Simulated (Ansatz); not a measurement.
## Run report: Al$_{5}$P$_{6}$, single-point calculation

Al$_{5}$P$_{6}$ (slab, 11 atoms in the cell), computed with DFT PBE, scalar-relativistic, plane waves, PAW, no spin polarisation (Ansatz 0.2.0).

The structure derives from an entry of the Crystallography Open Database. It belongs to a series of runs on one base structure; here: (1 0 0) slab cut from the bulk. Figures and captions count atoms from 1; the log counts them from 0 in places.

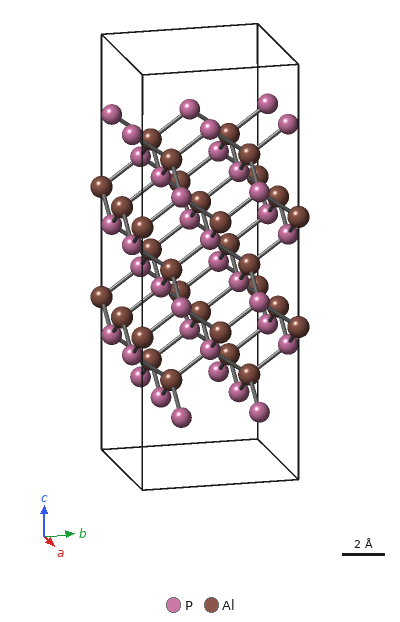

*The structure as given in the input (ball-and-stick view of the 2 × 2 repeat of the cell, with the vacuum cut short, seen slightly off an axis). An atom can appear more than once, as a periodic image.*

Near neighbours in the periodic cell (some may lie outside the picture): P has 2 Al at 2.38 Å; Al has 4 P at 2.38 Å; P has 4 Al at 2.38 Å.

Key numbers:

| quantity | value |
| --- | --- |
| outcome | converged |
| electrons treated | 45 |
| free energy | −7223.8720 eV |
| work function, top face | 6.44 eV |
| work function, bottom face | 6.44 eV |
| Fermi energy | −0.487 eV |
| gap on the k-point mesh | none (metallic) |
| work function (upper face) | 6.44 eV |
| largest force (length of the vector) | 0.364 eV/Å |
| hardware | 1 thread of Arm Neoverse V1, 24 GiB of memory available, shared host |
| wall time | 40 s |
| peak memory | 0.55 GiB |

The program warns: the exchange-correlation potential is rough where the density is thin.

Input:
```yaml
crystal:
  lattice:
    - [3.8938964335, 0.0, 0.0]
    - [0.0, 3.8938964335, 0.0]
    - [0.0, 0.0, 28.7670028668]
  atoms:
    - { symbol: P, position: [0.0, 0.5, 0.2607153771] }
    - { symbol: Al, position: [0.5, 0.5, 0.3085723017] }
    - { symbol: P, position: [0.5, 0.0, 0.3564292263] }
    - { symbol: Al, position: [0.0, 0.0, 0.4042861508] }
    - { symbol: P, position: [0.0, 0.5, 0.4521430754] }
    - { symbol: Al, position: [0.5, 0.5, 0.5] }
    - { symbol: P, position: [0.5, 0.0, 0.5478569246] }
    - { symbol: Al, position: [0.0, 0.0, 0.5957138492] }
    - { symbol: P, position: [0.0, 0.5, 0.6435707737] }
    - { symbol: Al, position: [0.5, 0.5, 0.6914276983] }
    - { symbol: P, position: [0.5, 0.0, 0.7392846229] }
basis:
  ecutwfc: 420
kpoints:
  mp_grid: { grid: [7, 7, 1] }
hamiltonian:
  xc: pbe
scf:
  occupations: { method: gaussian, width: 0.05 }
output:
  forces: true
  stress: true
  eigenvalues: true
  write_density: true
  write_potential: true
  elf: true
  volumetric_format: npy
efield:
  axis: 3
  dipole_correction: true
  ramp_width: 0.04
```

Run as:
```bash
ansatz run input.yaml --threads 1 --pin off --max-ram 2560MiB --backend cpu --events-out ev --progress --plain --runs-dir out
```

What the program printed:
```
Engine: ansatz 0.2.0, aarch64-unknown-linux-gnu
Pseudopotentials: kind: paw
Pseudopotential: P, paw, valence charge 5, recommended cutoff 420 eV (normal), P.paw.azcp
Pseudopotential: Al, paw, valence charge 3, recommended cutoff 420 eV (normal), Al.paw.azcp
Functional definition: PBE
  parameter kappa = 0.804
  parameter beta = 0.06672455060314922
  exchange = pbe_x(kappa = kappa, mu = beta*pi^2/3)
  correlation = pbe_c(beta = beta)
Crystal: 11 atoms, lattice volume = 436.178 Å³
Basis set: ecut = 420 eV, 8609 PW (Γ), exchange–correlation on 54×54×400 points (8 copies of the dense FFT grid, shifted against one another)
Bands: 34, of which v1, the nominal top of the filled ones, is band 23 counted from 1 (22 counted from 0)
Symmetry: 4 space group operations
k-points: 16 of 49
Non-local potential: P, projectors of the file, l = 0: 2, l = 1: 2, l = 2: 2
Non-local potential: Al, projectors of the file, l = 0: 2, l = 1: 2, l = 2: 1
PAW form: soft (Blöchl's): semilocal exchange-correlation on the pseudo side does not see the compensation charge
PAW one-centre angular grid: P, 110 points (default); XC on 64 Gauss nodes
PAW one-centre angular grid: Al, 110 points (default); XC on 64 Gauss nodes
Initial density: superposition of atomic densities (neutral atoms: chi_scale 0, normalization atom), corrected by the library's trained network
Initial wavefunctions: pseudopotential atomic-orbital guess
Functional: x = pbe(κ = 0.804, μ = 0.2195149727645171), c = pbe(β = 0.06672455060314922)
SCF iter   1: F=—  HF=-7223.917439 eV  |F-HF|=—  |Δ(HF+E_count)|=         —  Δρ=3.95e-3  dr2=3.63e-1  ethr=1.77e-3  p=-0.000 e·Å  D=-2.04e-15 V/Å  ΔV_dip=0.00 eV  dr2_dipole=2.14e-10  V_vac-E_F(+/−)=6.55/6.55 eV  ⟨swp⟩=9.2  Hψ=3586  notcnv=0  defer=30
efield: sawtooth ramp at fractional position 0.9800 (placed from the atoms, in the widest stretch of the axis that holds none; the zero of the levels goes with the place), width 0.0400; the density the first Hamiltonian is built on has a dipole p = -0.000 e·Å; the dipole correction subtracts the counter field D = -2.04e-15 V/Å, which shifts the + side's vacuum level by +0.00 eV against the − side's; the planar-averaged density in the ramp window peaks in size at 9.7e-6 e/Å³
preconditioner: auto → LDOS  [metal: Δε(μ)=0.036 eV  Ē_g=7.926 eV  σ=0.050 eV  W_gap=0.36  n_scr=52 (ndim 8)  ℏωp=11.9 eV  f_vac=0.401  D(μ)=4.54/eV (n_scr^D=12)  β→1.0]
SCF iter   2: F=—  HF=-7223.884232 eV  |F-HF|=—  |Δ(HF+E_count)|=   3.32e-2  Δρ=3.93e-3  dr2=7.95e-2  ethr=8.07e-4  p=0.000 e·Å  D=9.20e-7 V/Å  ΔV_dip=-0.00 eV  dr2_dipole=2.44e-5  V_vac-E_F(+/−)=6.54/6.54 eV  ⟨swp⟩=2.8  Hψ=879  notcnv=0  defer=63
SCF iter   3: F=—  HF=-7223.876259 eV  |F-HF|=—  |Δ(HF+E_count)|=   7.97e-3  Δρ=1.49e-3  dr2=5.63e-2  ethr=1.77e-4  p=-0.000 e·Å  D=-1.01e-6 V/Å  ΔV_dip=0.00 eV  dr2_dipole=7.36e-7  V_vac-E_F(+/−)=6.49/6.49 eV  ⟨swp⟩=2.1  Hψ=784  notcnv=0  defer=81
SCF iter   4: F=—  HF=-7223.873322 eV  |F-HF|=—  |Δ(HF+E_count)|=   2.94e-3  Δρ=7.46e-4  dr2=1.59e-2  ethr=1.25e-4  p=-0.000 e·Å  D=-1.42e-6 V/Å  ΔV_dip=0.00 eV  dr2_dipole=4.05e-7  V_vac-E_F(+/−)=6.48/6.48 eV  ⟨swp⟩=1.0  Hψ=463  notcnv=0  defer=81
SCF iter   5: F=—  HF=-7223.872152 eV  |F-HF|=—  |Δ(HF+E_count)|=   1.17e-3  Δρ=1.51e-4  dr2=6.18e-4  ethr=3.54e-5  p=-0.000 e·Å  D=-1.34e-6 V/Å  ΔV_dip=0.00 eV  dr2_dipole=3.98e-8  V_vac-E_F(+/−)=6.46/6.46 eV  ⟨swp⟩=1.0  Hψ=463  notcnv=0  defer=81
SCF iter   6: F=—  HF=-7223.872133 eV  |F-HF|=—  |Δ(HF+E_count)|=   1.84e-5  Δρ=4.67e-5  dr2=6.80e-5  ethr=1.37e-6  p=-0.000 e·Å  D=-1.58e-6 V/Å  ΔV_dip=0.00 eV  dr2_dipole=1.79e-8  V_vac-E_F(+/−)=6.45/6.45 eV  ⟨swp⟩=2.1  Hψ=741  notcnv=0  defer=81
SCF iter   7: F=—  HF=-7223.871964 eV  |F-HF|=—  |Δ(HF+E_count)|=   1.69e-4  Δρ=1.15e-5  dr2=5.47e-6  ethr=1.51e-7  p=-0.000 e·Å  D=-2.97e-7 V/Å  ΔV_dip=0.00 eV  dr2_dipole=3.11e-9  V_vac-E_F(+/−)=6.44/6.44 eV  ⟨swp⟩=2.2  Hψ=681  notcnv=0  defer=81
SCF iter   8: F=—  HF=-7223.871964 eV  |F-HF|=—  |Δ(HF+E_count)|=   3.22e-7  Δρ=5.19e-6  dr2=2.66e-7  ethr=1.21e-8  p=-0.000 e·Å  D=-5.27e-7 V/Å  ΔV_dip=0.00 eV  dr2_dipole=1.10e-9  V_vac-E_F(+/−)=6.44/6.44 eV  ⟨swp⟩=2.3  Hψ=740  notcnv=0  defer=81
SCF iter   9: F=-7223.871964 eV  HF=-7223.871964 eV  |F-HF|=4.40e-8  |Δ(HF+E_count)|=   7.60e-8  Δρ=2.36e-6  dr2=8.44e-8  ethr=2.22e-10  p=-0.000 e·Å  D=-1.74e-7 V/Å  ΔV_dip=0.00 eV  dr2_dipole=5.02e-13  V_vac-E_F(+/−)=6.44/6.44 eV  ⟨swp⟩=21.3  Hψ=5700  notcnv=0
SCF 1 converged in 9 iterations: F = -7223.871964 eV  dr2 = 8.44e-8
  greatest PAW one-centre occupation: 0.818 electrons in one spin orbital (limit 2), on the P atom at site 0 (counted from 0), in its partial waves of l = 0
WARN: The input density's exchange-correlation potential varies sharply where the density is thin. Do not read a vacuum level from v_tot or v_xc, or from such a field of the output density. On a cell that repeats whose density bears no net charge and no dipole along the vacuum's axis use v_es (v_loc + v_h of the components); under efield.dipole_correction with no amplitude use v_es + v_field, which holds any external_charges[].barrier, or the levels of the report's work_function block, which leave it out; under a non-zero efield.amplitude the vacuum is tilted and has no level; on a cell that repeats and bears such a dipole with no correction it is tilted too, and efield.dipole_correction with no amplitude gives each side of its ramp a level where efield: is served; in a cell that repeats whose density bears a net charge (total_charge, or a fill off its count) it is curved and has none; of a slab under crystal.periodic whose density bears no net charge use v_es, which has a level on each side, short of where the two are joined; of another it falls or rises all the way out and has none; of a slab beside external_charges read slab_vacuum_level instead, which it has where they leave it neutral. The grid or the basis barely resolves most such structure, and the values can differ between equally converged runs; as a rule a tighter scf.convergence.dr2_threshold does not remove it. Where the density itself ripples (under the LDA too) a higher basis.ecutwfc lessens it. The files hold the spikes' plane waves up to the density's cutoff. Files: v_tot and the like, and their columns of v_z.tsv (output.write_potential); v_xc and the like, and their columns of v_comp_z.tsv (output.write_potential_components); where files of the output density stand in their place, no point of their own thin density is over the threshold below, and this is of outcome.potential() and, of a run that writes arrays (npy), the arrays of these names. Measured: with its Gaussian average of σ = 0.25 Å subtracted twice, the exchange-correlation potential is over 0.1 eV at 1 of the grid points where the equally averaged density (valence and model cores) is under 1e-3 e/Å³, and 0.100 eV at the most among them, at an averaged density of 3.4e-8 e/Å³. See output.write_potential in the manual, Limitations
SCF converged after 9 iterations
Free energy (F): -7223.871964 eV
Harris-Foulkes:  -7223.871964 eV  (|F-HF|=4.40e-8)
Internal energy: -7223.860332 eV  (E = F + TS)
E sigma→0 (E₀):  -7223.866148 eV
Entropy (-TS):   -0.011632 eV (-1.057 meV/atom)
Fermi energy:    -0.487217 eV
Dipole field:    D = 0.000000 V/Å  (p = 0.000001 e·Å, saw-weighted, corrected)
Work function:   Φ+ = 6.4404 eV   Φ− = 6.4404 eV
Levels:          The Fermi level and band energies are counted from a zero that moves with the ramp; work functions are not
--- Per-component energies (eV) ---
  E_band       = -213.023610
  E_kinetic    = 526.630578
  E_local      = -12769.137487  (includes V_loc(G=0)·N_el)
  E_nonlocal   = 256.120208
  E_hartree    = 6169.099813
  E_xc         = -561.513011
  E_vxc        = -500.806733  (∫ρ·V_xc dr)
  E_paw        = -5753.431528  (= ΣΔE_a)
  E_vpaw       = -64.039978  (= ΣTr[D̂ρ^β])
  E_aug_tail   = 0.000008  (compensation charges beyond the density's cutoff)
  E_efield     = 0.000000  (sawtooth field / dipole correction)
  E_vefield    = 0.000000  (∫n·V_field dr)
  E_ewald      = 4908.371086
  E_smearing   = -0.011632  (= −TS)
  E_closure    = -0.000000  (closes the sum)
  Σ components = -7223.871964   (vs F -7223.871964, Δ=0.00e0)
--- Forces (eV/Å), atoms counted from 1 ---
  atom   1  P      0.00000000     0.00000000     0.26989821
  atom   2  Al     0.00000000     0.00000000    -0.36429720
  atom   3  P      0.00000000     0.00000000     0.21818392
  atom   4  Al     0.00000000     0.00000000    -0.16996593
  atom   5  P      0.00000000     0.00000000     0.03618050
  atom   6  Al     0.00000000     0.00000000    -0.00000070
  atom   7  P      0.00000000     0.00000000    -0.03617753
  atom   8  Al     0.00000000     0.00000000     0.16996572
  atom   9  P      0.00000000     0.00000000    -0.21818539
  atom  10  Al     0.00000000     0.00000000     0.36429443
  atom  11  P      0.00000000     0.00000000    -0.26989606
  max |Σ_I F_I| component: 3.19e-8 eV/Å
--- Stress (GPa, compression-positive) ---
       -0.739654       0.000000       0.000000
        0.000000      -0.739654       0.000000
        0.000000       0.000000      -0.245907
  P = ⅓ Tr σ = -0.5751 GPa (-5.751 kbar)
--- Band table (eV; the first three rows and the last of 16) ---
  k-point 0: bands = ["-11.8921", "-11.4756", "-10.9417", "-10.3302", "-9.4808", "-9.3685", "-5.4173", "-4.3752", "-3.1921", "-2.5860", "-2.5860", "-2.1813", "-2.1813", "-1.9886", "-1.6785", "-1.6785", "-1.1302", "-1.1302", "-0.8079", "-0.5680", "-0.5680", "-0.4219", "0.5933", "0.5933", "1.2337", "1.7714", "2.1842", "2.3365", "2.9609", "3.0186", "3.0365", "3.6141", "3.8102", "3.8349"]
  k-point 1: bands = ["-11.7499", "-11.3439", "-10.8292", "-10.2536", "-9.4308", "-9.3284", "-5.3914", "-4.5607", "-3.6837", "-3.1733", "-2.7810", "-2.5432", "-2.4696", "-2.0786", "-1.9433", "-1.7168", "-1.6005", "-1.0969", "-1.0510", "-0.5889", "-0.5763", "-0.4795", "0.1769", "0.6449", "1.6377", "2.2632", "2.8897", "2.9836", "3.2420", "3.2936", "3.6175", "3.9991", "4.1797", "4.3861"]
  k-point 2: bands = ["-11.3467", "-10.9826", "-10.5457", "-10.1195", "-9.4113", "-9.1971", "-5.4971", "-5.2215", "-4.6614", "-4.1039", "-3.5074", "-3.4175", "-2.6259", "-2.1438", "-1.9761", "-1.8034", "-1.4480", "-1.4161", "-1.0714", "-0.7793", "-0.6654", "-0.6292", "-0.3208", "0.7577", "2.1632", "2.6535", "2.8588", "2.9728", "3.4679", "4.3294", "4.4913", "4.5556", "4.6662", "4.8107"]
  k-point 15: bands = ["-9.9458", "-9.8375", "-9.7291", "-9.7229", "-8.7797", "-8.7796", "-5.7270", "-5.5560", "-5.4994", "-5.1432", "-5.1148", "-3.6729", "-3.6692", "-3.0936", "-3.0874", "-2.8560", "-2.8296", "-2.6348", "-2.4682", "-2.4669", "-1.0897", "-1.0857", "-0.9822", "-0.9223", "1.6974", "1.7731", "2.4028", "2.5409", "2.9694", "3.2505", "3.5738", "3.8919", "4.2454", "4.7896"]
```

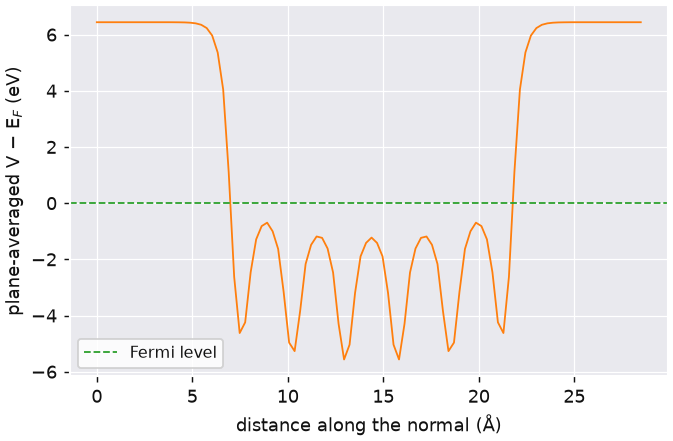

*Plane average of the electrostatic potential energy of an electron across the cell, from the Fermi level.*

The vacuum level lies 6.44 eV above the Fermi level.

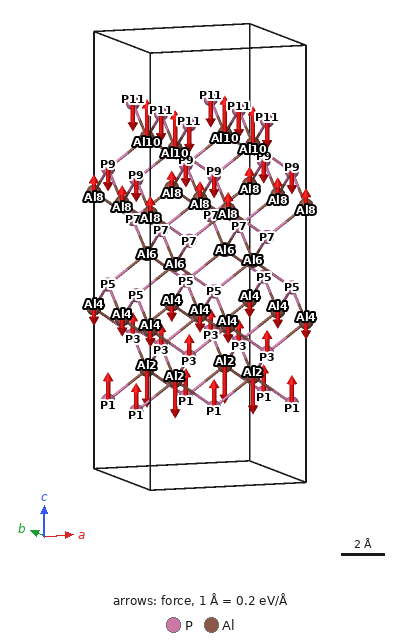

*Forces on the atoms as red arrows (ball-and-stick view of the 2 × 2 repeat of the cell, with the vacuum cut short, seen slightly off an axis; atoms are numbered from 1 in the order of the input).*

The largest act on Al2, Al10 (0.36 eV/Å); P1, P11 (0.27 eV/Å); P3, P9 (0.22 eV/Å); Al4, Al8 (0.17 eV/Å). The geometry is not a stationary point of this energy.

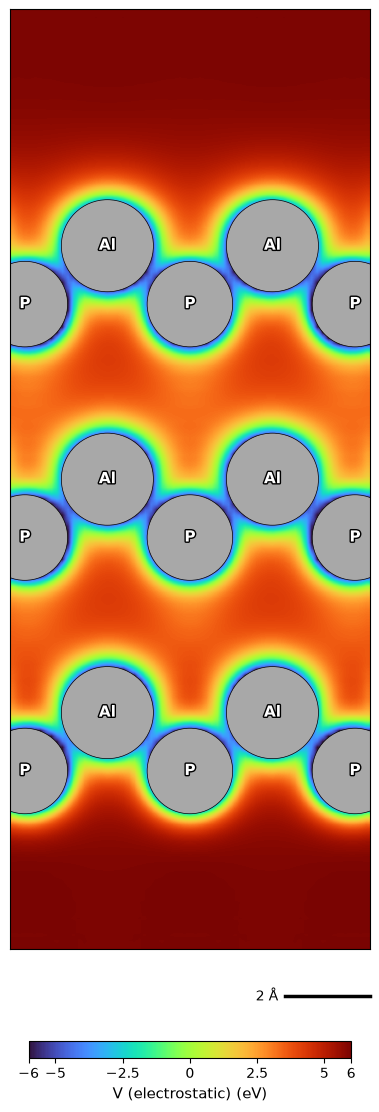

*Electrostatic potential (local pseudopotential plus Hartree) felt by an electron on the (010) plane of the calculation cell, a cut from vacuum to vacuum. Grey discs, where drawn, cover atomic cores.*

The fields are those of the smooth PAW valence density.

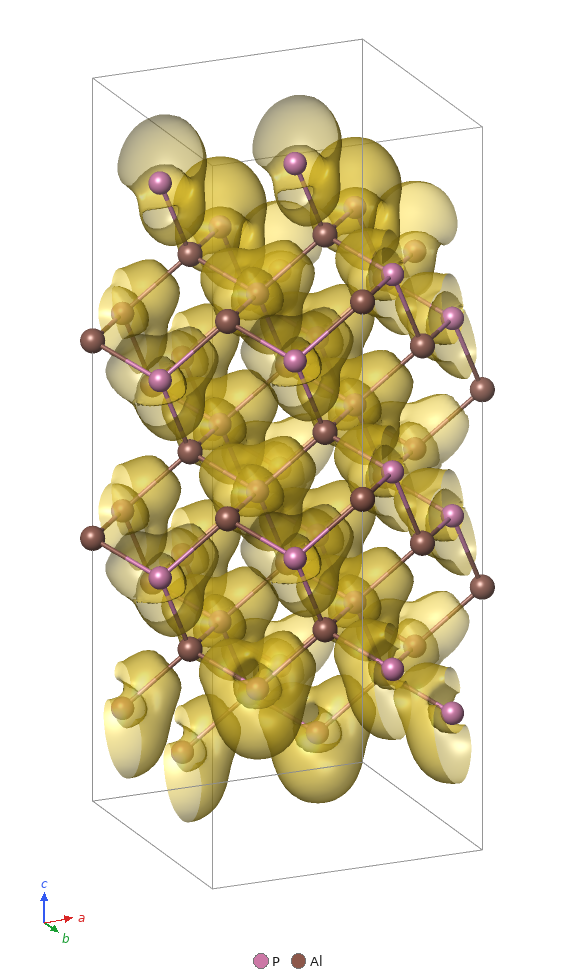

*Isosurface of the electron localisation function at 0.7 (yellow), seen at an oblique angle. Core shells and regions of very low density are left out. Sticks mark near contacts.*

Values along the shortest contacts: Al–P (2.38 Å): the ELF peaks at about 0.95 between the atoms, as expected for localised, shared-pair bonding.
